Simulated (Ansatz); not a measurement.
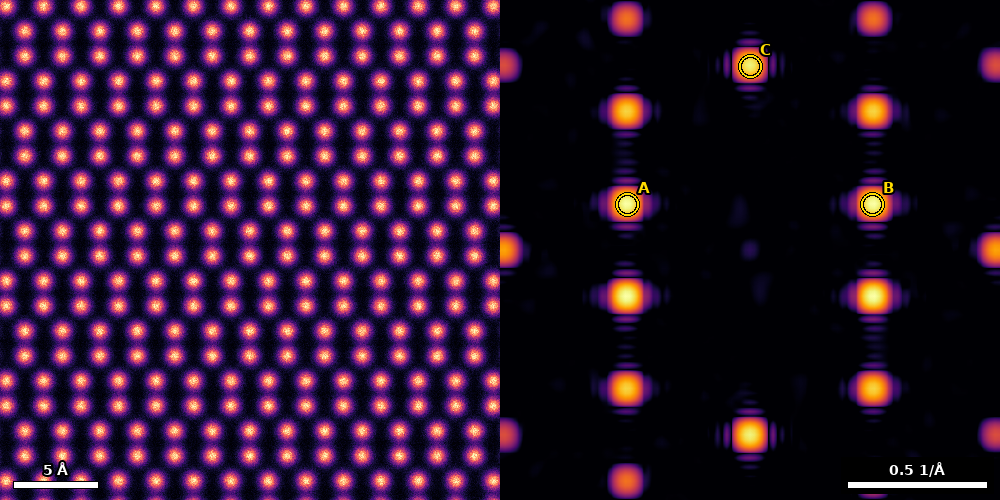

HAADF-like image of a crystal. Simulation: incoherent imaging, intensity Z^1.7 per atom, probe width 0.85 Å, thin sample. The probe carries 15 % of its weight in a tail 2.5 times as wide. Shot noise was added.

The right panel is the modulus of the image's Fourier transform on a logarithmic scale.

**Which lattice spacings do the marked spots stand for, and what angle do A and B enclose?**

A: 2.1 Å, B: 2.1 Å, C: 1.5 Å; A and B enclose about 139°.

The crystal is Co (I4_1/amd, No. 141) along [111]; the spots are (-1 0 1), (0 1 -1) and (-2 2 0). Atomic positions: coordinates from a relaxation with DFT, r2SCAN, plane waves (500 eV) with PAW, scalar-relativistic in Ansatz; the starting structure was generated, so it need not be a known form of this composition.
